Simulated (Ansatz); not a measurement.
```cif
data_structure
_symmetry_space_group_name_H-M 'P 1'
_symmetry_Int_Tables_number 1
_cell_length_a 4.1567
_cell_length_b 4.1567
_cell_length_c 6.0730
_cell_angle_alpha 90.000
_cell_angle_beta 90.000
_cell_angle_gamma 90.000
_cell_volume 104.93
loop_
_atom_site_label
_atom_site_type_symbol
_atom_site_fract_x
_atom_site_fract_y
_atom_site_fract_z
_atom_site_occupancy
Cd1 Cd 0.00000 0.00000 0.00000 1
Cd2 Cd 0.50000 0.50000 0.50000 1
S1 S 0.50000 0.00000 0.25000 1
S2 S 0.00000 0.50000 0.75000 1
```

Space group I-4m2; started from the zincblende prototype, which need not be the ambient phase; changed on purpose from its base cell (uniaxial z strain +3.3%).

Theory: DFT, HSE06, plane waves, PAW in Ansatz 0.2.0.

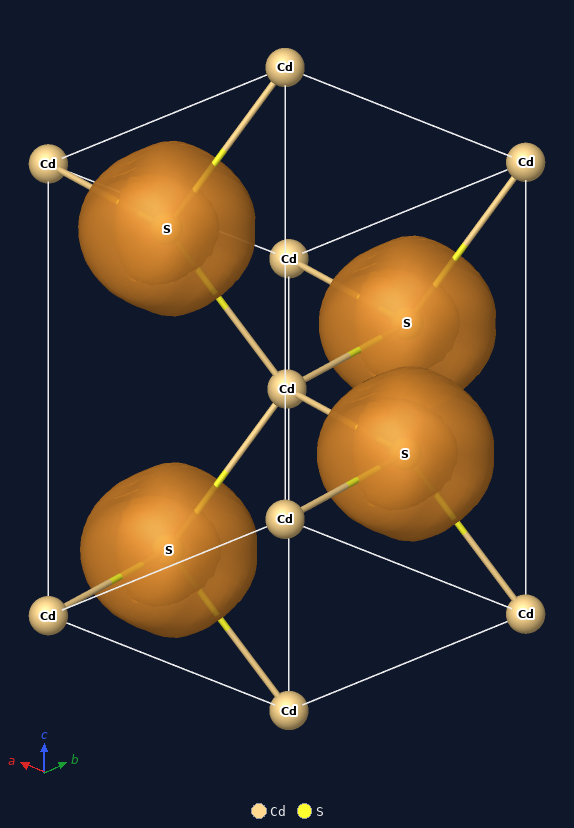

CdS. Isosurface of the electron localisation function at 0.8 (orange), seen at an oblique angle. Core shells and regions of very low density are left out. Sticks mark near contacts.

Core electrons are frozen (PAW), and the valence fields are smoothed inside the atomic spheres.

Question: Where are the electrons localised?

Answer: The ELF exceeds this value in two regions wrapped around S (the valence shell of each), counted in one cell of 4 atoms. Any copies at cell faces, edges or corners count once. Along the contacts the grid gives the following. Cd–S (2.57 Å): the ELF peaks at about 0.90 in the valence shell of S, 0.8 Å from its nucleus, and is about 0.35 at the midpoint.
